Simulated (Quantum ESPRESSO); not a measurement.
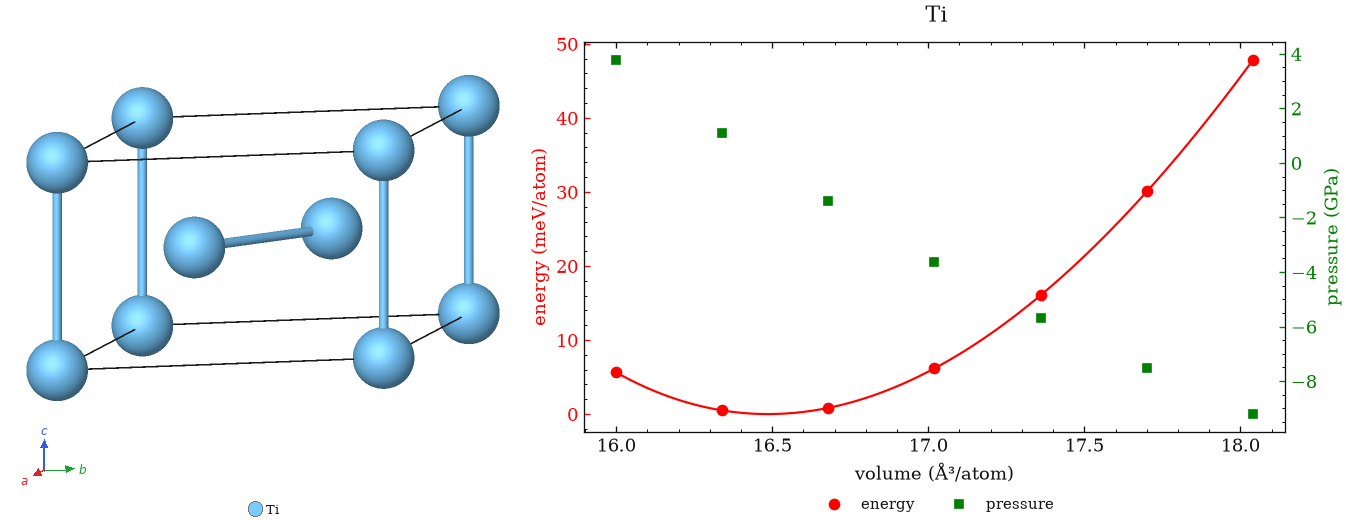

How it was computed, with Quantum ESPRESSO 7.5: plane-wave DFT, no spin polarisation; energies at scaled volumes of the given cell, shape and fractions fixed, counted from the fit's minimum, third-order Birch-Murnaghan fit. Level: PBEsol.

- k mesh: 7×7×9
- occupations: Fermi–Dirac
- smearing width: 0.05 eV
- potentials: PseudoDojo 0.4.1 SR PBEsol standard
- wave cutoff: 1143 eV
- density cutoff: 4572 eV

Structure:
```cif
data_structure
_symmetry_space_group_name_H-M 'P 1'
_symmetry_Int_Tables_number 1
_cell_length_a 4.5674
_cell_length_b 4.5674
_cell_length_c 2.8262
_cell_angle_alpha 90.000
_cell_angle_beta 90.000
_cell_angle_gamma 120.000
_cell_volume 51.06
loop_
_atom_site_label
_atom_site_type_symbol
_atom_site_fract_x
_atom_site_fract_y
_atom_site_fract_z
_atom_site_occupancy
Ti1 Ti 0.66667 0.33333 0.50000 1
Ti2 Ti 0.33333 0.66667 0.50000 1
Ti3 Ti 0.00000 0.00000 0.00000 1
```

**Figure.** Energy and pressure against volume for Ti, space group P6/mmm (No. 191). The conventional cell is drawn beside the plot.

A third-order Birch–Murnaghan fit gives V0 = 16.49 Å³/atom, B0 = 120 GPa and B′ = 3.6. The energy is 5.65 meV/atom at volume 16.00 Å³/atom and 47.83 meV/atom at 18.04 Å³/atom; the lowest computed point is at volume 16.34 Å³/atom (0.50 meV/atom). The pressure falls from 3.78 GPa at volume 16.00 Å³/atom to −9.21 GPa at 18.04 Å³/atom, and changes sign near 16.49 Å³/atom.

Caveats: shape and atomic fractions are frozen while scaling, which makes layered, chain and framework solids too stiff.
